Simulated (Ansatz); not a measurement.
# Two runs on ZrC$_{4}$

System: ZrC$_{4}$ (10 atoms in the cell).
Method of the first run: DFT, PBE, plane waves, PAW, no spin polarisation (Ansatz 0.2.0).

The structure was made by a generator, so it may or may not be a known phase. Text and figures count atoms from 1; the logs count them from 0 in places.

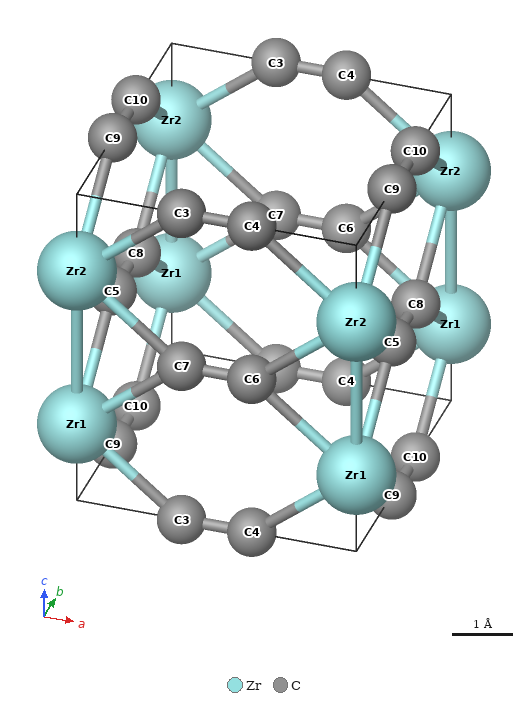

The input geometry (ball-and-stick view of the cell of the calculation, seen at an oblique angle; atoms are numbered from 1 in the order of the input). An atom can appear more than once, as a periodic image.

Input file, the first run:
```yaml
crystal:
  lattice:
    - [4.9843666288, 0.0, 0.0]
    - [0.0, 4.9843666288, 0.0]
    - [0.0, 0.0, 6.1435641608]
  atoms:
    - { symbol: Zr, position: [0.0, 0.0, 0.25] }
    - { symbol: Zr, position: [0.0, 0.0, 0.75] }
    - { symbol: C, position: [0.3744823193, 0.9993565322, 0.0] }
    - { symbol: C, position: [0.6255176807, 0.0006434678, 0.0] }
    - { symbol: C, position: [0.9993565322, 0.3744823193, 0.5] }
    - { symbol: C, position: [0.6255176807, 0.9993565322, 0.5] }
    - { symbol: C, position: [0.3744823193, 0.0006434678, 0.5] }
    - { symbol: C, position: [0.0006434678, 0.6255176807, 0.5] }
    - { symbol: C, position: [0.0006434678, 0.3744823193, 0.0] }
    - { symbol: C, position: [0.9993565322, 0.6255176807, 0.0] }
basis:
  ecutwfc: 420
kpoints:
  mp_grid: { grid: [8, 8, 6] }
hamiltonian:
  xc: pbe
scf:
  occupations: { method: gaussian, width: 0.1 }
  convergence: { dr2_threshold: 1.0e-06 }
output:
  forces: true
  eigenvalues: true
  stress: true
```

Launched with:
```bash
ansatz run input.yaml --threads 1 --pin off --max-ram 2560MiB --backend cpu --events-out ev --progress --plain --runs-dir out
```

Hardware: 1 thread of Arm Neoverse V2, 24 GiB of memory available, shared host.

Output, shortened to warnings, some set-up lines, iterations and results (the first run):
```
Warning: scf.convergence.dr2_threshold = 1e-6 eV is looser than this run's default, which is 1e-7 eV or tighter. The error in the forces grows as the threshold's square root, so leave the key out unless less accurate forces are enough
Warning: output.stress: scf.convergence.dr2_threshold = 1e-6 eV is looser than the 1e-9 eV advised for a printed stress (1e-10 eV for each atom of the cell: 10). What an SCF threshold leaves in a stress goes as its square root, and in the free energy as the threshold itself, and one threshold admits the most on a small cell: of the crystals measured, under no hybrid functional and no lock of the …
Basis set: ecut = 420 eV, 3009 PW (Γ), exchange–correlation on 72×72×90 points (8 copies of the dense FFT grid, shifted against one another)
Symmetry: 16 space group operations
k-points: 60 of 384
Initial density: superposition of atomic densities (neutral atoms: chi_scale 0, normalization atom), corrected by the library's trained network
[...]
SCF iter   1: F=—  HF=-10365.079698 eV  |F-HF|=—  |Δ(HF+E_count)|=         —  Δρ=1.29e-2  dr2=5.57e-1  ethr=1.77e-3  ⟨swp⟩=4.8  Hψ=9341  notcnv=0  defer=9
SCF iter   2: F=—  HF=-10365.378708 eV  |F-HF|=—  |Δ(HF+E_count)|=   2.99e-1  Δρ=2.71e-2  dr2=2.85e0  ethr=9.95e-4  ⟨swp⟩=3.1  Hψ=5128  notcnv=0  defer=162  recentre
SCF iter   3: F=—  HF=-10364.993005 eV  |F-HF|=—  |Δ(HF+E_count)|=   3.86e-1  Δρ=5.07e-3  dr2=7.35e-2  ethr=9.95e-4  ⟨swp⟩=3.0  Hψ=3817  notcnv=0  defer=162
SCF iter   4: F=—  HF=-10364.983054 eV  |F-HF|=—  |Δ(HF+E_count)|=   9.95e-3  Δρ=6.06e-4  dr2=6.45e-4  ethr=1.31e-4  ⟨swp⟩=1.5  Hψ=3062  notcnv=0  defer=153
SCF iter   5: F=—  HF=-10364.982975 eV  |F-HF|=—  |Δ(HF+E_count)|=   7.97e-5  Δρ=2.99e-4  dr2=2.83e-4  ethr=1.15e-6  ⟨swp⟩=2.2  Hψ=3348  notcnv=0  defer=153
SCF iter   6: F=-10364.982930 eV  HF=-10364.982930 eV  |F-HF|=9.09e-8  |Δ(HF+E_count)|=   4.42e-5  Δρ=1.84e-5  dr2=4.26e-7  ethr=1.79e-9  ⟨swp⟩=11.1  Hψ=13156  notcnv=0
SCF 1 converged in 6 iterations: F = -10364.982930 eV  dr2 = 4.26e-7
SCF converged after 6 iterations
Free energy (F): -10364.982930 eV
Harris-Foulkes:  -10364.982930 eV  (|F-HF|=9.09e-8)
Internal energy: -10364.973428 eV  (E = F + TS)
E sigma→0 (E₀):  -10364.978179 eV
Entropy (-TS):   -0.009503 eV (-0.950 meV/atom)
Fermi energy:    5.179770 eV
--- Per-component energies (eV) ---
  E_band       = -443.638838
  E_kinetic    = 1354.890593
  E_local      = -3403.685183  (includes V_loc(G=0)·N_el)
  E_nonlocal   = 379.773995
  E_hartree    = 1138.920070
  E_xc         = -698.488255
  E_vxc        = -844.764949  (∫ρ·V_xc dr)
  E_paw        = -6697.049914  (= ΣΔE_a)
  E_vpaw       = -207.666415  (= ΣTr[D̂ρ^β])
  E_aug_tail   = 0.000099  (compensation charges beyond the density's cutoff)
  E_ewald      = -2439.334832
  E_smearing   = -0.009503  (= −TS)
  E_closure    = 0.000000  (closes the sum)
  Σ components = -10364.982930   (vs F -10364.982930, Δ=0.00e0)
--- Forces (eV/Å), atoms counted from 1 ---
  atom   1  Zr     0.00000000     0.00000000    -0.00000000
  atom   2  Zr    -0.00000000     0.00000000     0.00000000
  atom   3  C      0.00133925     0.00035228    -0.00000000
  atom   4  C     -0.00133925    -0.00035228     0.00000000
  atom   5  C      0.00035228     0.00133925    -0.00000000
  atom   6  C     -0.00133925     0.00035228     0.00000000
  atom   7  C      0.00133925    -0.00035228    -0.00000000
  atom   8  C     -0.00035228    -0.00133925     0.00000000
  atom   9  C     -0.00035228     0.00133925    -0.00000000
  atom  10  C      0.00035228    -0.00133925     0.00000000
  max |Σ_I F_I| component: 8.67e-18 eV/Å
--- Stress (GPa, compression-positive) ---
       -0.000150       0.000000      -0.000000
        0.000000      -0.000150      -0.000000
       -0.000000      -0.000000       0.007973
  P = ⅓ Tr σ = 0.0026 GPa (0.026 kbar)
```

The input of the second run differs as follows (lines with − go, lines with + come):
```diff
-  ecutwfc: 420
+  ecutwfc: "550 eV"
-  convergence: { dr2_threshold: 1.0e-06 }
+  mixing: { preconditioner: kerker }
+total_charge: -1
```

What does this change do to the results?

The total energies belong to different systems, so their difference says nothing on which is more stable or more accurate. The pressure goes from 0.00 to −2.71 GPa. A charged cell is computed with a uniform neutralising background, so its energy and pressure depend on the cell and aren't those of a real crystal. The SCF takes 9 iterations against 6. The plane waves at Γ go from 3009 to 4499.

Output, shortened to warnings, some set-up lines, iterations and results (the second run):
```
Basis set: ecut = 550 eV, 4499 PW (Γ), exchange–correlation on 80×80×96 points (8 copies of the dense FFT grid, shifted against one another)
Symmetry: 16 space group operations
k-points: 60 of 384
Initial density: superposition of atomic densities (neutral atoms scaled as one to the charged cell's electrons: chi_scale 0, normalization atom), corrected by the library's trained network
[...]
SCF iter   1: F=—  HF=-10359.955592 eV  |F-HF|=—  |Δ(HF+E_count)|=         —  Δρ=2.15e-2  dr2=1.59e0  ethr=1.77e-3  ⟨swp⟩=5.2  Hψ=9564  notcnv=0  defer=19
SCF iter   2: F=—  HF=-10359.593713 eV  |F-HF|=—  |Δ(HF+E_count)|=   3.62e-1  Δρ=9.46e-3  dr2=3.23e-1  ethr=1.77e-3  ⟨swp⟩=3.1  Hψ=4142  notcnv=0  defer=183
SCF iter   3: F=—  HF=-10359.506827 eV  |F-HF|=—  |Δ(HF+E_count)|=   8.69e-2  Δρ=3.10e-3  dr2=4.49e-2  ethr=5.66e-4  ⟨swp⟩=2.2  Hψ=3844  notcnv=0  defer=193
SCF iter   4: F=—  HF=-10359.494760 eV  |F-HF|=—  |Δ(HF+E_count)|=   1.21e-2  Δρ=1.25e-3  dr2=9.95e-3  ethr=7.87e-5  ⟨swp⟩=2.6  Hψ=3498  notcnv=0  defer=202
SCF iter   5: F=—  HF=-10359.490333 eV  |F-HF|=—  |Δ(HF+E_count)|=   4.43e-3  Δρ=5.13e-4  dr2=1.09e-3  ethr=1.75e-5  ⟨swp⟩=2.2  Hψ=3036  notcnv=0  defer=202
SCF iter   6: F=—  HF=-10359.490074 eV  |F-HF|=—  |Δ(HF+E_count)|=   2.59e-4  Δρ=1.87e-4  dr2=8.15e-5  ethr=1.92e-6  ⟨swp⟩=2.1  Hψ=3183  notcnv=0  defer=202
SCF iter   7: F=—  HF=-10359.490124 eV  |F-HF|=—  |Δ(HF+E_count)|=   5.05e-5  Δρ=6.28e-5  dr2=9.69e-6  ethr=1.43e-7  ⟨swp⟩=2.0  Hψ=3367  notcnv=0  defer=212
SCF iter   8: F=—  HF=-10359.490137 eV  |F-HF|=—  |Δ(HF+E_count)|=   1.25e-5  Δρ=1.16e-5  dr2=3.01e-7  ethr=1.70e-8  ⟨swp⟩=2.0  Hψ=3249  notcnv=0  defer=212
SCF iter   9: F=-10359.490138 eV  HF=-10359.490138 eV  |F-HF|=4.17e-8  |Δ(HF+E_count)|=   9.93e-7  Δρ=2.95e-6  dr2=2.08e-8  ethr=1.75e-10  ⟨swp⟩=12.2  Hψ=11163  notcnv=0
SCF 1 converged in 9 iterations: F = -10359.490138 eV  dr2 = 2.08e-8
SCF converged after 9 iterations
Free energy (F): -10359.490138 eV
Harris-Foulkes:  -10359.490138 eV  (|F-HF|=4.17e-8)
Internal energy: -10359.476054 eV  (E = F + TS)
E sigma→0 (E₀):  -10359.483096 eV
Entropy (-TS):   -0.014084 eV (-1.408 meV/atom)
Fermi energy:    5.798622 eV
--- Per-component energies (eV) ---
  E_band       = -424.087223
  E_kinetic    = 1373.118222
  E_local      = -3425.913173  (includes V_loc(G=0)·N_el)
  E_nonlocal   = 383.715198
  E_hartree    = 1156.567417
  E_xc         = -708.840328
  E_vxc        = -858.403550  (∫ρ·V_xc dr)
  E_paw        = -6698.788577  (= ΣΔE_a)
  E_vpaw       = -209.740165  (= ΣTr[D̂ρ^β])
  E_aug_tail   = 0.000020  (compensation charges beyond the density's cutoff)
  E_ewald      = -2439.334832
  E_smearing   = -0.014084  (= −TS)
  E_closure    = 0.000000  (closes the sum)
  E_deformation_potential = -13.169699  (in the stress; not in F)
  Σ components = -10359.490138   (vs F -10359.490138, Δ=0.00e0)
--- Forces (eV/Å), atoms counted from 1 ---
  atom   1  Zr     0.00000000     0.00000000    -0.00000000
  atom   2  Zr    -0.00000000     0.00000000     0.00000000
  atom   3  C      0.00408796     0.00621723    -0.00000000
  atom   4  C     -0.00408796    -0.00621723     0.00000000
  atom   5  C      0.00621723     0.00408796    -0.00000000
  atom   6  C     -0.00408796     0.00621723     0.00000000
  atom   7  C      0.00408796    -0.00621723    -0.00000000
  atom   8  C     -0.00621723    -0.00408796     0.00000000
  atom   9  C     -0.00621723     0.00408796    -0.00000000
  atom  10  C      0.00621723    -0.00408796     0.00000000
  max |Σ_I F_I| component: 2.52e-17 eV/Å
--- Stress (GPa, compression-positive) ---
       -0.055261       0.000000      -0.000000
        0.000000      -0.055261      -0.000000
       -0.000000      -0.000000      -8.005816
  P = ⅓ Tr σ = -2.7054 GPa (-27.054 kbar)
```

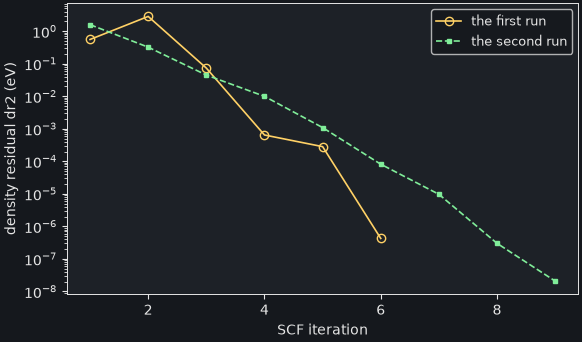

Convergence of the two runs: density residual dr2 against the SCF iteration. The first run takes 6 iterations in all, and the second run takes 9.

The two runs side by side:

```csv
quantity,the first run,the second run
outcome,converged,converged
free energy per atom (eV),−1036.4983,−1035.9490
"energy per atom, smearing taken to zero (eV)",−1036.4978,−1035.9483
gap on the mesh (eV),0.00,0.00
pressure (GPa),0.00,−2.71
largest force (eV/Å),0.001,0.007
SCF iterations,6,9
irreducible k-points,60,60
plane waves at Γ,3009,4499
wall time (shared host),19 s,24 s
```

For the first run: Warnings: the SCF threshold is loose for the printed forces; the SCF threshold is looser than advised for the printed stress. For the second run: The cell is charged and computed with a neutralising background, so its energy and pressure depend on the cell and aren't those of a real crystal.
